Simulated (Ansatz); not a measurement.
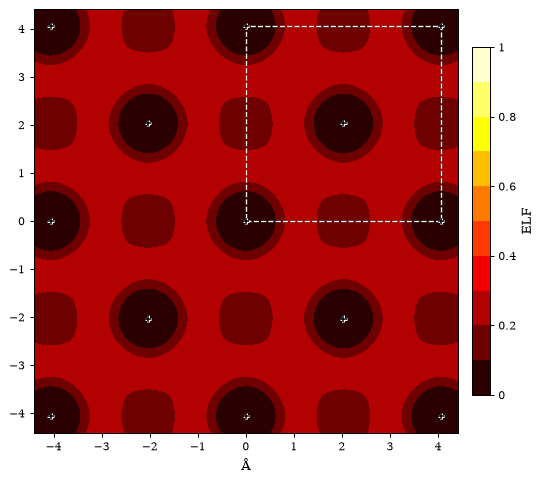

The electron localisation function on a plane through atoms (crosses mark nuclei in the plane).

Theory: DFT, BLYP, plane waves (420 eV) with PAW, scalar-relativistic in Ansatz.

Candidates:
A. Bi, a = 7.13 Å, b = 7.13 Å, c = 7.13 Å, α = 90.00°, β = 90.00°, γ = 90.00°. Space group Fd-3m; set up as Bi, diamond; a generated structure, not necessarily the stable one; changed on purpose from its base cell (volume × 0.88); computed pressure about 4 GPa in this cell.
B. Pt, a = 5.73 Å, b = 5.73 Å, c = 5.73 Å, α = 90.00°, β = 90.00°, γ = 90.00°. Space group Fd-3m; set up as Pt, diamond; a generated structure, not necessarily the stable one; changed on purpose from its base cell (volume × 0.92); computed pressure about 10 GPa in this cell.
C. Zn, a = 4.06 Å, b = 4.06 Å, c = 4.06 Å, α = 90.00°, β = 90.00°, γ = 90.00°. Space group Fm-3m; set up as Zn, fcc; a generated structure, not necessarily the stable one.

Which candidate gave the map?

Answer. Candidate C: Zn on the (100) plane of the conventional cell, which holds Zn. Zn–Zn (2.87 Å): the ELF is about 0.25 at the midpoint; no shared electron pair shows on this line.
